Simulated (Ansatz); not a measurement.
## Geometry relaxation, with input and output: Cu (part 1 of 2)

System: Cu (slab, 8 atoms in the cell).
Method: DFT PBEsol, scalar-relativistic, plane waves, PAW, no spin polarisation (Ansatz 0.2.0).

The structure derives from a Materials Project entry. The input holds or restrains some coordinates. Forces given for the steps count only the free coordinates. It belongs to a series of runs on one base structure; here: clean slab, lower half held.

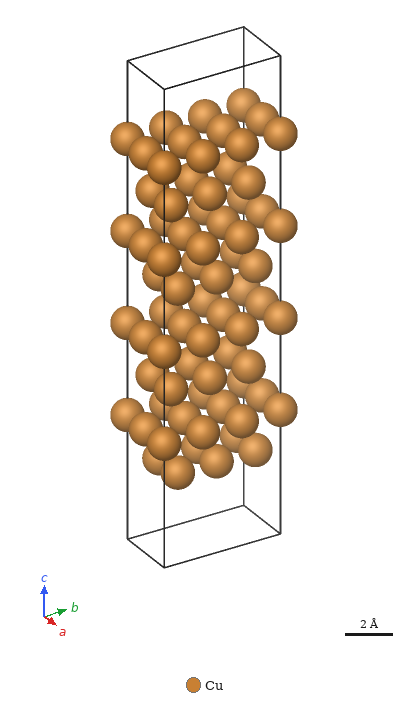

Fig. 1: The input geometry (spheres-only view of the 2 × 3 repeat of the cell, with the vacuum cut short, seen slightly off an axis). An atom can appear more than once, as a periodic image.

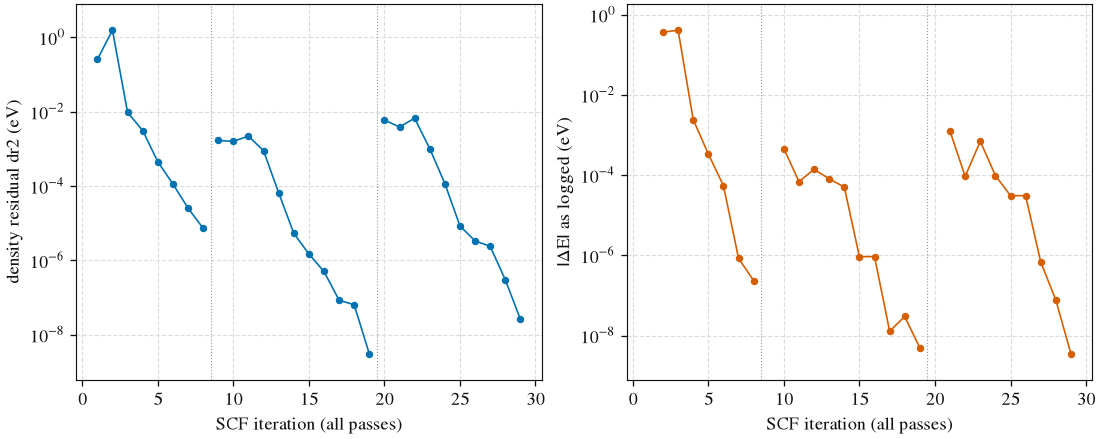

Fig. 2: Convergence of the self-consistent field: density residual dr2 and size of the energy change against the SCF iteration. The dotted lines part the SCF passes of the relaxation: geometry steps, rejected trials and re-solves on a re-selected basis. The passes take 8, 11 and 10 iterations.

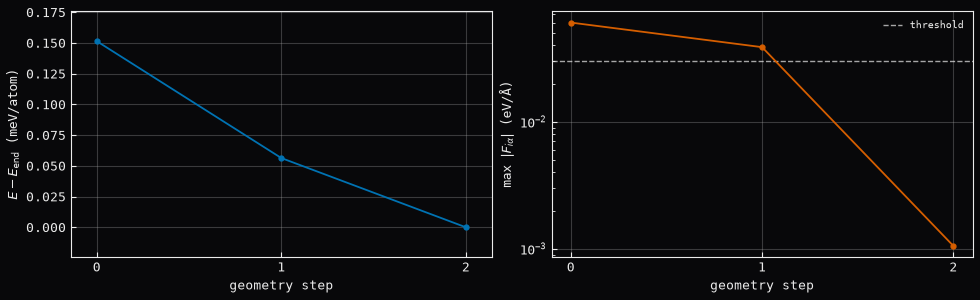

Fig. 3: Progress of the restrained relaxation, step by step (the first geometry is step 0 here and step 1 in the log).

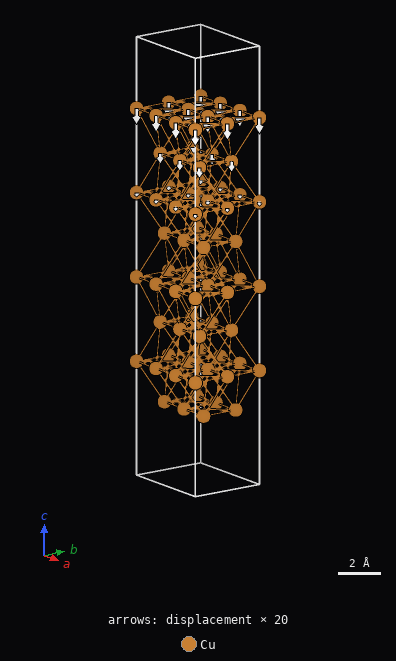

Fig. 4: The starting structure with the displacements as white arrows, magnified 20 times (ball-and-stick view of the 3 × 2 repeat of the cell, with the vacuum cut short, seen slightly off an axis). The atom that moves furthest is Cu8 (0.042 Å). The lattice vectors keep their values. Among the contacts that change: Cu5–Cu6 2.521 → 2.514 Å. After 2 geometry steps the energy has fallen by 0.2 meV per atom. The largest force component goes from 0.06 to 0.0011 eV/Å. (Atoms are counted from 1 in the order of the input.)

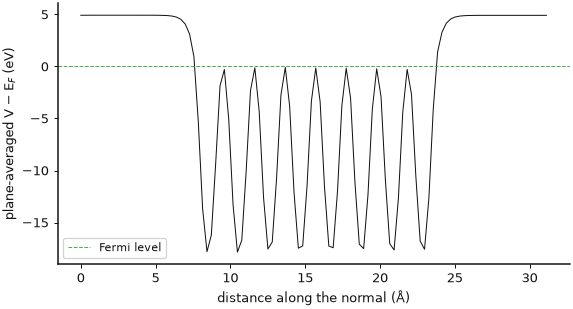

Fig. 5: Plane average of the electrostatic potential energy of an electron across the cell, from the Fermi level. The vacuum level lies 4.92 eV above the Fermi level.

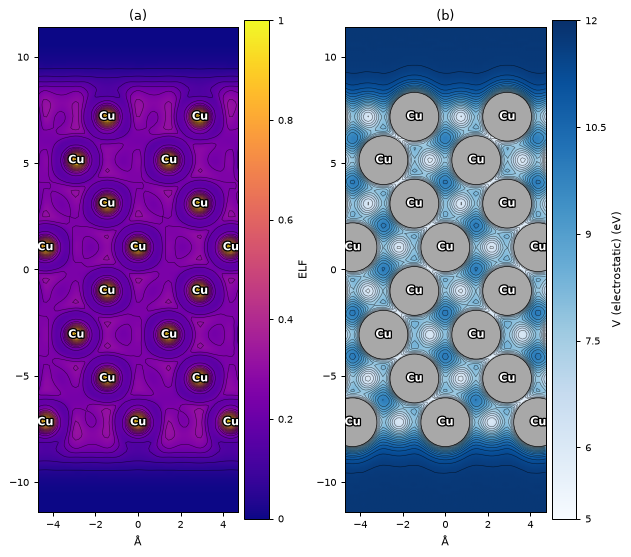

Fig. 6: (a) electron localisation function; (b) electrostatic potential (local pseudopotential plus Hartree) felt by an electron on the (110) plane of the calculation cell, a cut from vacuum to vacuum. Grey discs, where drawn, cover atomic cores. The section cuts through Cu sites. Cu–Cu (2.51 Å): the ELF is about 0.20 at the midpoint; no shared electron pair. The strong features right at Cu lie inside the PAW spheres (semicore, d or f shells) and say nothing about bonding. The fields are those of the smooth PAW valence density.

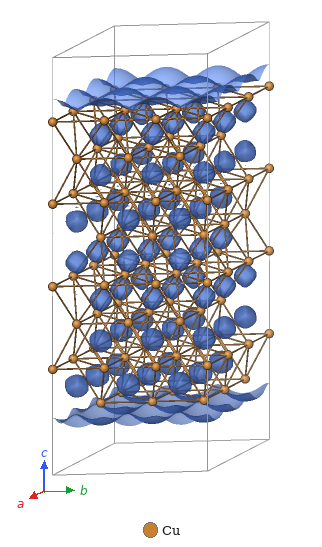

Fig. 7: Isosurface of the valence pseudo-density at 0.2 e/Å³ (blue), seen slightly off an axis. Sticks mark near contacts. At this value the density is joined into sheets; it holds about 100 % of the electrons treated as valence (semicore included). On the grid the lowest density along these lines, outside the cores, is 0.3 e/Å³ (Cu–Cu, 2.51 Å).

These pictures come from the run below.

**Input file**
```yaml
crystal:
  lattice:
    - [2.5197984277, 0.0, 0.0]
    - [-1.2598992139, 2.1822094508, 0.0]
    - [0.0, 0.0, 31.4116958754]
  atoms:
    - { symbol: Cu, position: [0.3333333333, 0.6666666667, 0.2705998439] }
    - { symbol: Cu, position: [0.0, 0.0, 0.3361427456] }
    - { symbol: Cu, position: [0.6666666667, 0.3333333333, 0.4016856474] }
    - { symbol: Cu, position: [0.0, 0.0, 0.4672285491] }
    - { symbol: Cu, position: [0.3333333333, 0.6666666667, 0.5327714509] }
    - { symbol: Cu, position: [0.0, 0.0, 0.5983143526] }
    - { symbol: Cu, position: [0.6666666667, 0.3333333333, 0.6638572544] }
    - { symbol: Cu, position: [0.0, 0.0, 0.7294001561] }
basis:
  ecutwfc: 420
kpoints:
  mp_grid: { grid: [12, 12, 1] }
hamiltonian:
  xc: pbesol
scf:
  occupations: { method: gaussian, width: 0.1 }
output:
  forces: true
  eigenvalues: true
  write_density: true
  write_potential: true
  elf: true
  volumetric_format: npy
relax:
  adjacent_minimum: "off"
  f_tol: 0.03
  max_steps: 70
  constraints: [{ sites: [0, 1, 2, 3] }]
efield:
  axis: 3
  dipole_correction: true
  ramp_width: 0.04
```

Run as:
```bash
ansatz run input.yaml --threads 2 --pin off --max-ram 5120MiB --backend cpu --events-out ev --progress --plain --runs-dir out
```

**Log**
```
Engine: ansatz 0.2.0, x86_64-unknown-linux-gnu
Pseudopotentials: kind: paw
Pseudopotential: Cu, paw, valence charge 19, recommended cutoff 420 eV (normal), Cu.paw.azcp
Functional definition: PBEsol
  exchange = pbesol_x
  correlation = pbesol_c
Crystal: 8 atoms, lattice volume = 172.724 Å³
Basis set: ecut = 420 eV, 3399 PW (Γ), exchange–correlation on 36×36×432 points (8 copies of the dense FFT grid, shifted against one another)
Bands: 92, of which v1, the nominal top of the filled ones, is band 76 counted from 1 (75 counted from 0)
Symmetry: 6 space group operations
Space group: P3m1 (ITA 156), of the structure as read, at distance tolerance 5.6e-5 Å
k-points: 19 of 144 (time reversal used)
Non-local potential: Cu, projectors of the file, l = 0: 3, l = 1: 2, l = 2: 3, l = 3: 1
PAW form: soft (Blöchl's): semilocal exchange-correlation on the pseudo side does not see the compensation charge
PAW frozen core: Cu, regenerated for the run's functional, and the local potential with it (the file was generated under x = pbe(κ = 0.804, μ = 0.2195149727645171), c = pbe(β = 0.06672455060314922))
PAW one-centre angular grid: Cu, 590 points (default); XC on 64 Gauss nodes
Initial density: superposition of atomic densities (neutral atoms: chi_scale 0, normalization atom), corrected by the library's trained network
Initial wavefunctions: pseudopotential atomic-orbital guess
Functional: x = pbesol(κ = 0.804, μ = 0.12345679012345678), c = pbesol(β = 0.046)
SCF iter   1: F=—  HF=-52709.013321 eV  |F-HF|=—  |Δ(HF+E_count)|=         —  Δρ=1.57e-2  dr2=2.54e-1  ethr=1.77e-3  p=-0.001 e·Å  D=-8.43e-4 V/Å  ΔV_dip=0.03 eV  dr2_dipole=7.92e-3  V_vac-E_F(+/−)=4.81/4.78 eV  ⟨swp⟩=6.9  Hψ=6985  notcnv=0  defer=63
efield: sawtooth ramp at fractional position 0.9800 (placed from the atoms, in the widest stretch of the axis that holds none; the zero of the levels goes with the place), width 0.0400; the density the first Hamiltonian is built on has a dipole p = -0.001 e·Å; the dipole correction subtracts the counter field D = -8.43e-4 V/Å, which shifts the + side's vacuum level by +0.03 eV against the − side's; the planar-averaged density in the ramp window peaks in size at 3.8e-5 e/Å³
preconditioner: auto → LDOS  [metal: Δε(μ)=0.030 eV  Ē_g=9.392 eV  σ=0.100 eV  W_gap=0.16  n_scr=26 (ndim 8)  ℏωp=26.5 eV  f_vac=0.454  D(μ)=5.14/eV (n_scr^D=22)  β→1.0]
SCF iter   2: F=—  HF=-52709.380356 eV  |F-HF|=—  |Δ(HF+E_count)|=   3.67e-1  Δρ=4.12e-2  dr2=1.56e0  ethr=1.67e-4  p=-0.000 e·Å  D=-3.30e-5 V/Å  ΔV_dip=0.00 eV  dr2_dipole=2.83e-3  V_vac-E_F(+/−)=4.98/4.98 eV  ⟨swp⟩=3.0  Hψ=4235  notcnv=0  defer=155
SCF iter   3: F=—  HF=-52708.967973 eV  |F-HF|=—  |Δ(HF+E_count)|=   4.12e-1  Δρ=2.93e-3  dr2=9.60e-3  ethr=1.67e-4  p=0.000 e·Å  D=5.41e-5 V/Å  ΔV_dip=-0.00 eV  dr2_dipole=2.59e-4  V_vac-E_F(+/−)=4.90/4.91 eV  ⟨swp⟩=2.6  Hψ=3383  notcnv=0  defer=155
SCF iter   4: F=—  HF=-52708.965552 eV  |F-HF|=—  |Δ(HF+E_count)|=   2.42e-3  Δρ=1.16e-3  dr2=3.12e-3  ethr=6.32e-6  p=0.000 e·Å  D=1.05e-4 V/Å  ΔV_dip=-0.00 eV  dr2_dipole=5.95e-4  V_vac-E_F(+/−)=4.90/4.91 eV  ⟨swp⟩=2.8  Hψ=3592  notcnv=0  defer=155
SCF iter   5: F=—  HF=-52708.965214 eV  |F-HF|=—  |Δ(HF+E_count)|=   3.38e-4  Δρ=5.59e-4  dr2=4.52e-4  ethr=2.05e-6  p=0.000 e·Å  D=2.83e-6 V/Å  ΔV_dip=-0.00 eV  dr2_dipole=1.73e-6  V_vac-E_F(+/−)=4.92/4.92 eV  ⟨swp⟩=2.0  Hψ=2418  notcnv=0  defer=155
SCF iter   6: F=—  HF=-52708.965159 eV  |F-HF|=—  |Δ(HF+E_count)|=   5.49e-5  Δρ=1.61e-4  dr2=1.14e-4  ethr=2.97e-7  p=0.000 e·Å  D=6.59e-5 V/Å  ΔV_dip=-0.00 eV  dr2_dipole=2.77e-5  V_vac-E_F(+/−)=4.92/4.92 eV  ⟨swp⟩=2.1  Hψ=2502  notcnv=0  defer=155
SCF iter   7: F=—  HF=-52708.965160 eV  |F-HF|=—  |Δ(HF+E_count)|=   8.44e-7  Δρ=8.74e-5  dr2=2.56e-5  ethr=7.49e-8  p=0.000 e·Å  D=3.44e-5 V/Å  ΔV_dip=-0.00 eV  dr2_dipole=2.16e-7  V_vac-E_F(+/−)=4.93/4.93 eV  ⟨swp⟩=2.1  Hψ=2281  notcnv=0  defer=155
SCF iter   8: F=-52708.965155 eV  HF=-52708.965160 eV  |F-HF|=5.13e-6  |Δ(HF+E_count)|=   2.35e-7  Δρ=2.78e-5  dr2=7.35e-6  ethr=1.48e-8  p=0.000 e·Å  D=2.07e-5 V/Å  ΔV_dip=-0.00 eV  dr2_dipole=6.76e-8  V_vac-E_F(+/−)=4.93/4.93 eV  ⟨swp⟩=20.9  Hψ=19496  notcnv=0
SCF 1 converged in 8 iterations: F = -52708.965155 eV  dr2 = 7.35e-6
  greatest PAW one-centre occupation: 1.000 electrons in one spin orbital (limit 2), on the Cu atom at site 7 (counted from 0), in its partial waves of l = 0
relax step   1: F+E_penalty+E_count = -52708.96515527 eV  Δ(F+E_penalty+E_count) = +0.000e0 eV  max|allowed force component| = 6.046e-2 eV/Å  Δτ_max = 0.0000 Å  (8 SCF iters, dr2 threshold 2.25e-5 eV, accepted)
Initial density: handed on by an earlier stage of this run
Initial wavefunctions: those handed on with the density
iter 1 solved again at ethr=1.25e-6 eV; its pass at ethr=3.10e-3 eV (dr2=1.90e-3 eV) is discarded
SCF iter   1: F=—  HF=-52708.966612 eV  |F-HF|=—  |Δ(HF+E_count)|=         —  Δρ=1.35e-3  dr2=1.69e-3  ethr=1.25e-6  p=0.000 e·Å  D=2.14e-5 V/Å  ΔV_dip=-0.00 eV  dr2_dipole=1.08e-4  V_vac-E_F(+/−)=4.93/4.93 eV  ⟨swp⟩=2.8  Hψ=5169  notcnv=0  defer=154
efield: sawtooth ramp at fractional position 0.9800 (handed on by an earlier solve), width 0.0400; the density the first Hamiltonian is built on has a dipole p = 0.000 e·Å; the dipole correction subtracts the counter field D = 2.14e-5 V/Å, which shifts the + side's vacuum level by -0.00 eV against the − side's; the planar-averaged density in the ramp window peaks in size at 1.6e-5 e/Å³
preconditioner: auto → LDOS  [metal: Δε(μ)=0.015 eV  Ē_g=9.561 eV  σ=0.100 eV  W_gap=0.08  n_scr=26 (ndim 8)  ℏωp=26.5 eV  f_vac=0.454  D(μ)=4.75/eV (n_scr^D=22)  β→1.0]
SCF iter   2: F=—  HF=-52708.966154 eV  |F-HF|=—  |Δ(HF+E_count)|=   4.58e-4  Δρ=1.02e-3  dr2=1.59e-3  ethr=1.11e-6  p=-0.000 e·Å  D=-3.61e-4 V/Å  ΔV_dip=0.01 eV  dr2_dipole=2.25e-4  V_vac-E_F(+/−)=4.94/4.93 eV  ⟨swp⟩=2.1  Hψ=3004  notcnv=0  defer=154
SCF iter   3: F=—  HF=-52708.966085 eV  |F-HF|=—  |Δ(HF+E_count)|=   6.93e-5  Δρ=1.12e-3  dr2=2.21e-3  ethr=1.05e-6  p=0.000 e·Å  D=2.32e-4 V/Å  ΔV_dip=-0.01 eV  dr2_dipole=6.16e-4  V_vac-E_F(+/−)=4.92/4.93 eV  ⟨swp⟩=2.2  Hψ=2986  notcnv=0  defer=154
SCF iter   4: F=—  HF=-52708.965945 eV  |F-HF|=—  |Δ(HF+E_count)|=   1.40e-4  Δρ=7.10e-4  dr2=8.91e-4  ethr=1.05e-6  p=0.000 e·Å  D=2.28e-4 V/Å  ΔV_dip=-0.01 eV  dr2_dipole=2.36e-4  V_vac-E_F(+/−)=4.92/4.93 eV  ⟨swp⟩=1.4  Hψ=1638  notcnv=0  defer=154
SCF iter   5: F=—  HF=-52708.965864 eV  |F-HF|=—  |Δ(HF+E_count)|=   8.08e-5  Δρ=1.68e-4  dr2=6.63e-5  ethr=5.86e-7  p=0.000 e·Å  D=1.80e-4 V/Å  ΔV_dip=-0.01 eV  dr2_dipole=2.15e-5  V_vac-E_F(+/−)=4.92/4.93 eV  ⟨swp⟩=2.0  Hψ=2125  notcnv=0  defer=154
SCF iter   6: F=—  HF=-52708.965914 eV  |F-HF|=—  |Δ(HF+E_count)|=   5.05e-5  Δρ=4.50e-5  dr2=5.38e-6  ethr=4.36e-8  p=0.000 e·Å  D=1.83e-4 V/Å  ΔV_dip=-0.01 eV  dr2_dipole=3.73e-7  V_vac-E_F(+/−)=4.92/4.93 eV  ⟨swp⟩=2.1  Hψ=2432  notcnv=0  defer=154
SCF iter   7: F=—  HF=-52708.965915 eV  |F-HF|=—  |Δ(HF+E_count)|=   9.29e-7  Δρ=1.73e-5  dr2=1.49e-6  ethr=3.54e-9  p=0.000 e·Å  D=1.75e-4 V/Å  ΔV_dip=-0.01 eV  dr2_dipole=4.77e-8  V_vac-E_F(+/−)=4.92/4.93 eV  ⟨swp⟩=2.0  Hψ=2751  notcnv=0  defer=154
SCF iter   8: F=—  HF=-52708.965916 eV  |F-HF|=—  |Δ(HF+E_count)|=   9.33e-7  Δρ=1.70e-5  dr2=5.03e-7  ethr=9.82e-10  p=0.000 e·Å  D=1.73e-4 V/Å  ΔV_dip=-0.01 eV  dr2_dipole=1.77e-10  V_vac-E_F(+/−)=4.92/4.93 eV  ⟨swp⟩=2.2  Hψ=2255  notcnv=0  defer=154
iter 9 did not close the SCF: its close was put off until two iterations running show no level that it waits for move by more than its bar (scf_convergence_deferred on its scf_iter line)
SCF iter   9: F=-52708.965916 eV  HF=-52708.965916 eV  |F-HF|=6.43e-8  |Δ(HF+E_count)|=   1.29e-8  Δρ=5.25e-6  dr2=8.52e-8  ethr=6.58e-11  p=0.000 e·Å  D=1.71e-4 V/Å  ΔV_dip=-0.01 eV  dr2_dipole=2.87e-8  V_vac-E_F(+/−)=4.92/4.93 eV  ⟨swp⟩=15.7  Hψ=15371  notcnv=0
iter 10 did not close the SCF: its close was put off until two iterations running show no level that it waits for move by more than its bar (scf_convergence_deferred on its scf_iter line)
SCF iter  10: F=-52708.965916 eV  HF=-52708.965916 eV  |F-HF|=7.53e-8  |Δ(HF+E_count)|=   3.00e-8  Δρ=4.75e-6  dr2=6.39e-8  ethr=5.60e-11  p=0.000 e·Å  D=1.71e-4 V/Å  ΔV_dip=-0.01 eV  dr2_dipole=2.79e-8  V_vac-E_F(+/−)=4.92/4.93 eV  ⟨swp⟩=10.1  Hψ=12269  notcnv=0
SCF iter  11: F=-52708.965916 eV  HF=-52708.965916 eV  |F-HF|=8.37e-9  |Δ(HF+E_count)|=   4.92e-9  Δρ=9.10e-7  dr2=3.07e-9  ethr=4.20e-11  p=0.000 e·Å  D=1.72e-4 V/Å  ΔV_dip=-0.01 eV  dr2_dipole=1.02e-9  V_vac-E_F(+/−)=4.92/4.93 eV  ⟨swp⟩=9.4  Hψ=11921  notcnv=0
SCF 2 converged in 11 iterations: F = -52708.965916 eV  dr2 = 3.07e-9
relax step   2: F+E_penalty+E_count = -52708.96591627 eV  Δ(F+E_penalty+E_count) = -7.610e-4 eV  max|allowed force component| = 3.870e-2 eV/Å  Δτ_max = 0.0160 Å  (11 SCF iters, accepted)
```
